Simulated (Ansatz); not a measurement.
**Single-point calculation, with input and output: BN**

BN (slab, 2 atoms in the cell), computed with DFT PBE+D3(BJ), scalar-relativistic, plane waves, PAW, no spin polarisation (Ansatz 0.2.0).

The structure derives from an entry of the Crystallography Open Database. Figures and captions count atoms from 1; the log counts them from 0 in places.

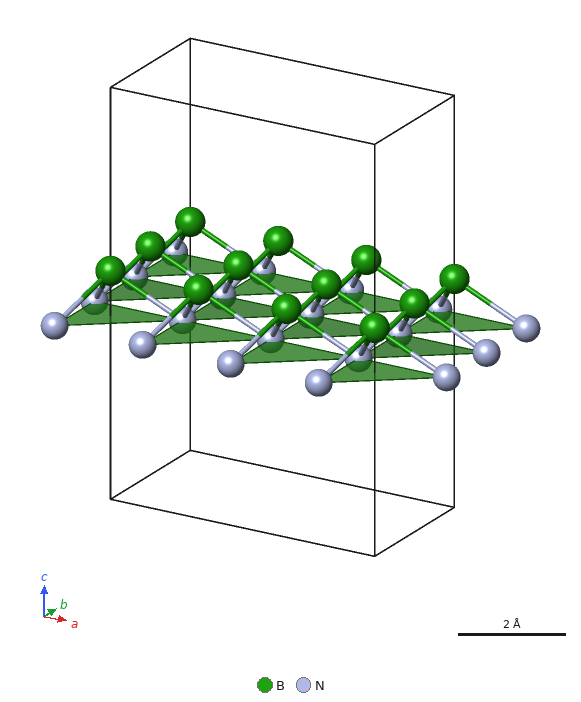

*The structure as given in the input (polyhedral view of the 3 × 2 repeat of the cell, with the vacuum cut short, seen slightly off an axis; polyhedra are completed across the faces of the cell).*

## Summary

- outcome: converged
- electrons treated: 8
- free energy: −537.5801 eV
- work function, top face: 4.17 eV
- work function, bottom face: 6.74 eV
- Fermi energy: −5.454 eV
- gap on the k-point mesh: none (metallic)
- work function (upper face): 4.17 eV
- largest force (length of the vector): 8.507 eV/Å
- hardware: 1 thread of Arm Neoverse V1, 24 GiB of memory available, shared host
- wall time: 4.5 s
- peak memory: 0.32 GiB

## Notes

The program warns: the exchange-correlation potential is rough where the density is thin.

## The input
```yaml
crystal:
  lattice:
    - [2.448, 0.0, 0.0]
    - [-1.224, 2.1200301885, 0.0]
    - [0.0, 0.0, 26.0]
  atoms:
    - { symbol: B, position: [0.0, 0.0, 0.5164807692] }
    - { symbol: "N", position: [0.6666666667, 0.3333333333, 0.4835192308] }
  periodic: [true, true, false]
basis:
  ecutwfc: 420
kpoints:
  mp_grid: { grid: [12, 12, 1] }
hamiltonian:
  xc: pbe
  dispersion: d3bj
scf:
  occupations: { method: gaussian, width: 0.02 }
output:
  forces: true
  stress: true
  eigenvalues: true
  write_density: true
  write_potential: true
  elf: true
  volumetric_format: npy
```

Command:
```bash
ansatz run input.yaml --threads 1 --pin off --max-ram 3072MiB --backend cpu --events-out ev --progress --plain --runs-dir out
```

## What the program printed
```
Engine: ansatz 0.2.0, aarch64-unknown-linux-gnu
Pseudopotentials: kind: paw
Pseudopotential: B, paw, valence charge 3, recommended cutoff 420 eV (normal), B.paw.azcp
Pseudopotential: N, paw, valence charge 5, recommended cutoff 420 eV (normal), N.paw.azcp
Functional definition: PBE
  parameter kappa = 0.804
  parameter beta = 0.06672455060314922
  exchange = pbe_x(kappa = kappa, mu = beta*pi^2/3)
  correlation = pbe_c(beta = beta)
Crystal: 2 atoms, lattice volume = 134.936 Å³
Basis set: ecut = 420 eV, 2541 PW (Γ), exchange–correlation on 36×36×360 points (8 copies of the dense FFT grid, shifted against one another)
Bands: 8, of which v1, the nominal top of the filled ones, is band 4 counted from 1 (3 counted from 0)
Symmetry: 6 space group operations
Space group: P3m1 (ITA 156), of the structure as read, at distance tolerance 5.1e-5 Å
k-points: 19 of 144 (time reversal used)
Non-local potential: B, projectors of the file, l = 0: 2, l = 1: 2, l = 2: 1
Non-local potential: N, projectors of the file, l = 0: 2, l = 1: 2, l = 2: 1
PAW form: soft (Blöchl's): semilocal exchange-correlation on the pseudo side does not see the compensation charge
PAW one-centre angular grid: B, 110 points (default); XC on 64 Gauss nodes
PAW one-centre angular grid: N, 110 points (default); XC on 64 Gauss nodes
Initial density: superposition of atomic densities (neutral atoms: chi_scale 0, normalization atom), corrected by the library's trained network
Initial wavefunctions: pseudopotential atomic-orbital guess
Functional: x = pbe(κ = 0.804, μ = 0.2195149727645171), c = pbe(β = 0.06672455060314922)
SCF iter   1: F=—  HF=-537.587123 eV  |F-HF|=—  |Δ(HF+E_count)|=         —  Δρ=5.22e-3  dr2=3.44e-2  ethr=1.77e-3  ⟨swp⟩=8.7  Hψ=1507  notcnv=0
preconditioner: auto → LDOS  [insulator: Δε(μ)=0.076 eV  Ē_g=12.751 eV  σ=0.020 eV  W_gap=0.83  n_scr=14 (ndim 8)  ℏωp=9.0 eV  f_vac=0.803  D(μ)=1.47/eV (n_scr^D=10)  ε∞_Penn≈1.5  β→1.0]
SCF iter   2: F=—  HF=-537.587025 eV  |F-HF|=—  |Δ(HF+E_count)|=   9.89e-5  Δρ=4.85e-3  dr2=5.91e-2  ethr=4.30e-4  ⟨swp⟩=3.5  Hψ=510  notcnv=0  defer=1
SCF iter   3: F=—  HF=-537.579173 eV  |F-HF|=—  |Δ(HF+E_count)|=   7.85e-3  Δρ=1.75e-3  dr2=3.47e-3  ethr=4.30e-4  ⟨swp⟩=4.2  Hψ=343  notcnv=0  defer=1
SCF iter   4: F=—  HF=-537.579990 eV  |F-HF|=—  |Δ(HF+E_count)|=   8.16e-4  Δρ=5.61e-4  dr2=5.09e-4  ethr=4.34e-5  ⟨swp⟩=4.7  Hψ=381  notcnv=0  defer=1
SCF iter   5: F=—  HF=-537.580199 eV  |F-HF|=—  |Δ(HF+E_count)|=   2.10e-4  Δρ=6.12e-4  dr2=8.83e-4  ethr=6.37e-6  ⟨swp⟩=4.1  Hψ=417  notcnv=0  defer=1
SCF iter   6: F=—  HF=-537.580133 eV  |F-HF|=—  |Δ(HF+E_count)|=   6.68e-5  Δρ=2.13e-4  dr2=1.47e-4  ethr=6.37e-6  ⟨swp⟩=1.9  Hψ=204  notcnv=0  defer=1
SCF iter   7: F=—  HF=-537.580119 eV  |F-HF|=—  |Δ(HF+E_count)|=   1.32e-5  Δρ=2.98e-5  dr2=5.53e-6  ethr=1.83e-6  ⟨swp⟩=2.3  Hψ=229  notcnv=0  defer=1
SCF iter   8: F=—  HF=-537.580120 eV  |F-HF|=—  |Δ(HF+E_count)|=   9.90e-7  Δρ=1.25e-5  dr2=5.73e-7  ethr=6.92e-8  ⟨swp⟩=2.4  Hψ=296  notcnv=0  defer=1
SCF iter   9: F=—  HF=-537.580120 eV  |F-HF|=—  |Δ(HF+E_count)|=   7.79e-8  Δρ=1.05e-5  dr2=2.13e-7  ethr=7.16e-9  ⟨swp⟩=2.9  Hψ=286  notcnv=0  defer=1
SCF iter  10: F=-537.580120 eV  HF=-537.580120 eV  |F-HF|=9.48e-9  |Δ(HF+E_count)|=   5.01e-8  Δρ=4.81e-6  dr2=4.99e-8  ethr=1.25e-9  ⟨swp⟩=14.9  Hψ=1328  notcnv=0
SCF 1 converged in 10 iterations: F = -537.580120 eV  dr2 = 4.99e-8
  greatest PAW one-centre occupation: 0.826 electrons in one spin orbital (limit 2), on the N atom at site 1 (counted from 0), in its partial waves of l = 0
```

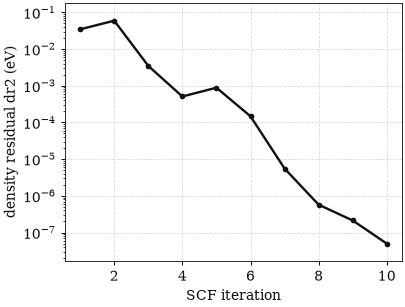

*Convergence of the self-consistent field: density residual dr2 against the SCF iteration.*

The residual falls almost steadily, with no more than small rises.

```
WARN: The output density's exchange-correlation potential varies sharply where the density is thin. Do not read a vacuum level from v_tot or v_xc, or from such a field of the output density. On a cell that repeats whose density bears no net charge and no dipole along the vacuum's axis use v_es (v_loc + v_h of the components); under efield.dipole_correction with no amplitude use v_es + v_field, which holds any external_charges[].barrier, or the levels of the report's work_function block, which leave it out; under a non-zero efield.amplitude the vacuum is tilted and has no level; on a cell that repeats and bears such a dipole with no correction it is tilted too, and efield.dipole_correction with no amplitude gives each side of its ramp a level where efield: is served; in a cell that repeats whose density bears a net charge (total_charge, or a fill off its count) it is curved and has none; of a slab under crystal.periodic whose density bears no net charge use v_es, which has a level on each side, short of where the two are joined; of another it falls or rises all the way out and has none; of a slab beside external_charges read slab_vacuum_level instead, which it has where they leave it neutral. The grid or the basis barely resolves most such structure, and the values can differ between equally converged runs; as a rule a tighter scf.convergence.dr2_threshold does not remove it. Where the density itself ripples (under the LDA too) a higher basis.ecutwfc lessens it. The files hold the spikes' plane waves up to the density's cutoff. Files: v_tot_of_output_density and the like, and their columns of v_z.tsv (output.write_potential); v_xc_of_output_density and the like, and their columns of v_comp_z.tsv (output.write_potential_components). Measured: with its Gaussian average of σ = 0.25 Å subtracted twice, the exchange-correlation potential is over 0.1 eV at 9 of the grid points where the equally averaged density (valence and model cores) is under 1e-3 e/Å³, and 0.272 eV at the most among them, at an averaged density of 7.8e-8 e/Å³. See output.write_potential in the manual, Limitations
SCF converged after 10 iterations
Free energy (F): -537.580120 eV
Harris-Foulkes:  -537.580120 eV  (|F-HF|=9.48e-9)
Internal energy: -537.579586 eV  (E = F + TS)
E sigma→0 (E₀):  -537.579853 eV
Entropy (-TS):   -0.000534 eV (-0.267 meV/atom)
Fermi energy:    -5.454476 eV
--- Per-component energies (eV) ---
  E_band       = -99.232384
  E_kinetic    = 169.596987
  E_local      = -6671.813826  (includes V_loc(G=0)·N_el)
  E_nonlocal   = 57.953808
  E_hartree    = 3237.784066
  E_xc         = -88.819754
  E_vxc        = -110.003853  (∫ρ·V_xc dr)
  E_paw        = -204.705890  (= ΣΔE_a)
  E_vpaw       = -20.538667  (= ΣTr[D̂ρ^β])
  E_aug_tail   = 0.000082  (compensation charges beyond the density's cutoff)
  E_ewald      = 2962.582959
  E_disp       = -0.158020  (pairwise vdW)
  E_smearing   = -0.000534  (= −TS)
  E_closure    = 0.000000  (closes the sum)
  Σ components = -537.580120   (vs F -537.580120, Δ=0.00e0)
--- Forces (eV/Å), atoms counted from 1 ---
  atom   1  B     -0.00000000     0.00000000    -8.50714615
  atom   2  N      0.00000000    -0.00000000     8.50710952
  max |Σ_I F_I| component: 3.66e-5 eV/Å
--- 2D stress c σ (N/m, compression-positive) ---
        0.347618      -0.000000       0.000000
       -0.000000       0.347618       0.000000
        0.000000       0.000000       0.000000
  P = ½ c Tr σ = 0.3476 N/m
--- Band table (eV; the first three rows and the last of 19) ---
  k-point 0: bands = ["-23.5852", "-12.6622", "-6.3460", "-4.6408", "-4.6408", "-1.7412 (-1.7456°)", "-0.6720", "0.6518"]
  k-point 1: bands = ["-23.4250", "-12.4887", "-6.2239", "-5.3354", "-4.8835", "-1.5173 (-1.5215°)", "-0.4436", "0.8796"]
  k-point 2: bands = ["-22.9515", "-11.9783", "-7.1398", "-5.7766", "-5.4788", "-0.8487 (-0.8524°)", "0.2405", "1.5620"]
  k-point 18: bands = ["-18.9840", "-12.4002", "-11.9704", "-7.6143", "-4.0394", "-0.5265", "3.1069", "7.8323"]
  ° read free of the cell's end (the report's vacuum.weakly_bound_levels)
```

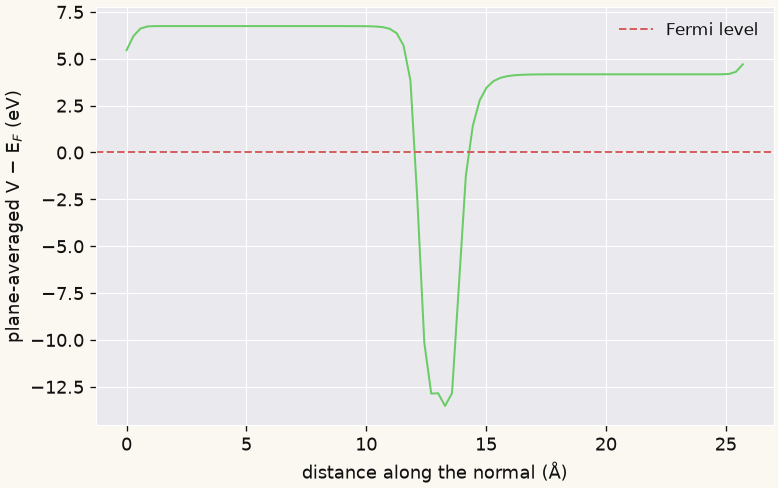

*Plane average of the electrostatic potential energy of an electron across the cell, from the Fermi level.*

The vacuum level lies 4.17 eV above the Fermi level on the upper side and 6.74 eV on the lower.

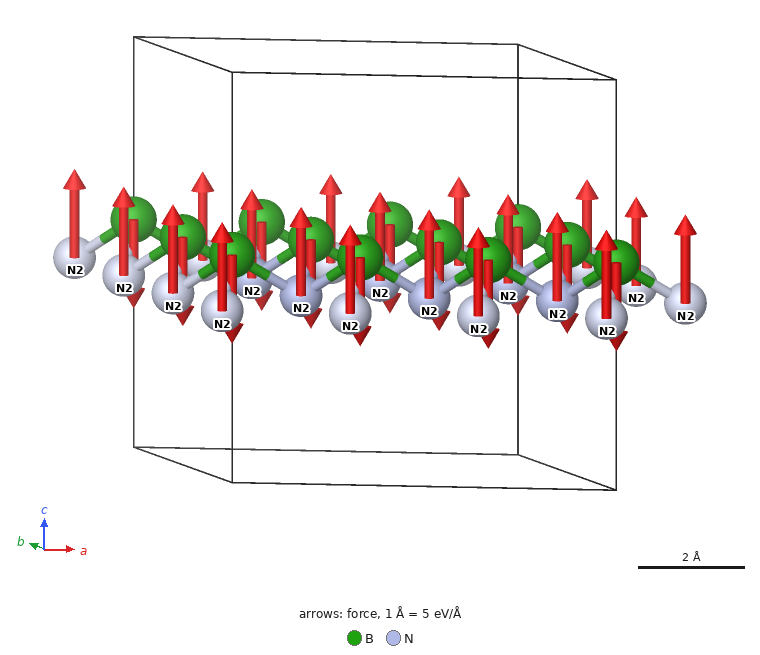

*Forces on the atoms as red arrows (ball-and-stick view of the 3 × 2 repeat of the cell, with the vacuum cut short, seen slightly off an axis; neighbours outside the cell are drawn fainter; atoms are numbered from 1 in the order of the input).*

The largest act on B1 (8.51 eV/Å); N2 (8.51 eV/Å). The geometry is not a stationary point of this energy.

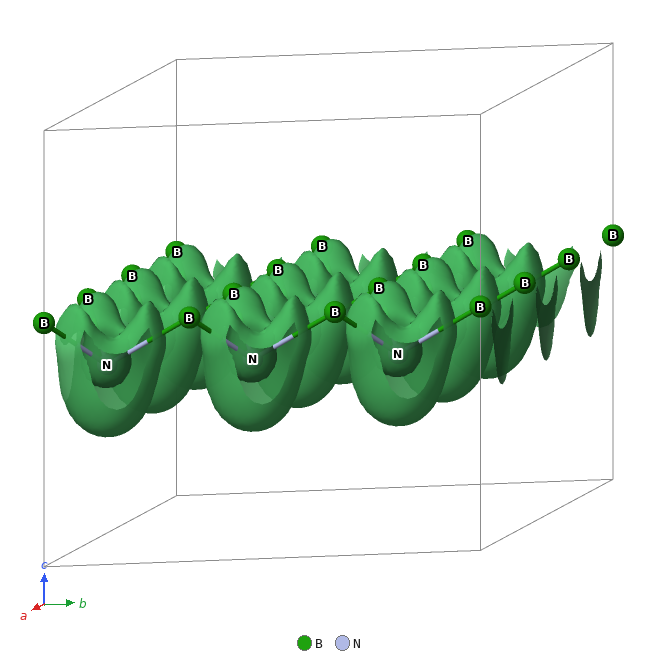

*Isosurface of the electron localisation function at 0.7 (green), seen slightly off an axis. Only the valence region is drawn (cores and ρ < 0.01 e/Å³ removed). Sticks mark near contacts.*

Counts are for one cell; the picture repeats the cell along the surface. The fields are those of the smooth PAW valence density.

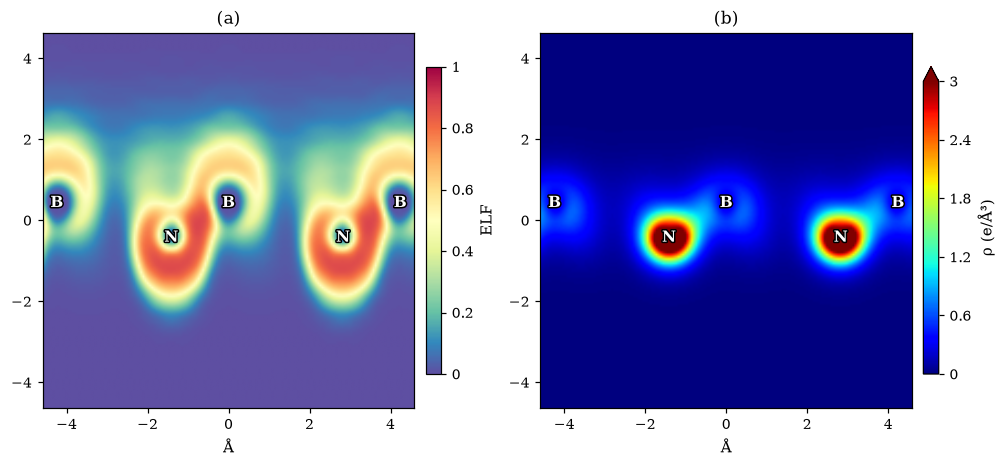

*(a) electron localisation function; (b) valence electron density on the (110) plane of the calculation cell, a cut from vacuum to vacuum.*

The section cuts through B and N sites. B–N (1.65 Å): ρ is about 1.2 e/Å³ halfway; the ELF peaks at about 0.90 between the atoms (a polar covalent bond). The density dies away to nearly zero in the vacuum.
